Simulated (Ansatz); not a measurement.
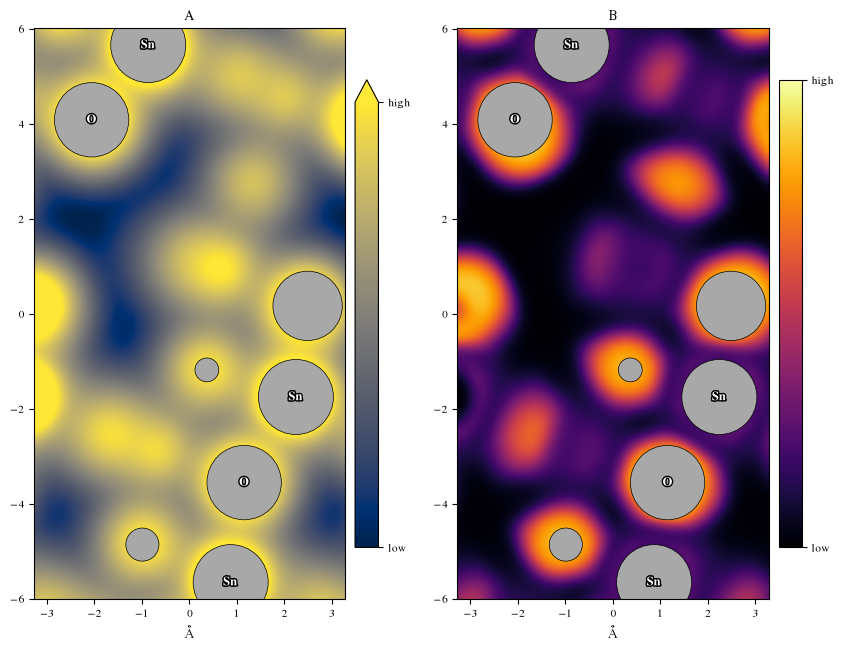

Sn5O12 (cell charge −4, with a compensating background) (cell with a defect): 2 fields on the (101̄) plane of the calculation cell, with unlabelled colour scales. Grey discs cover the atomic cores.

Method: DFT PBEsol, scalar-relativistic, plane waves, PAW in Ansatz 0.2.0.

**Match the panels to the quantities (electron localisation function and valence pseudo-density).**

Panel A: valence pseudo-density. Panel B: electron localisation function. From the grid: Sn–O (2.12 Å): ρ at the midpoint is about 0.59 e/Å³; the ELF peaks at about 0.80 in the valence shell of O, 0.6 Å from its nucleus, and is about 0.25 at the midpoint; no localised pair shows between them.
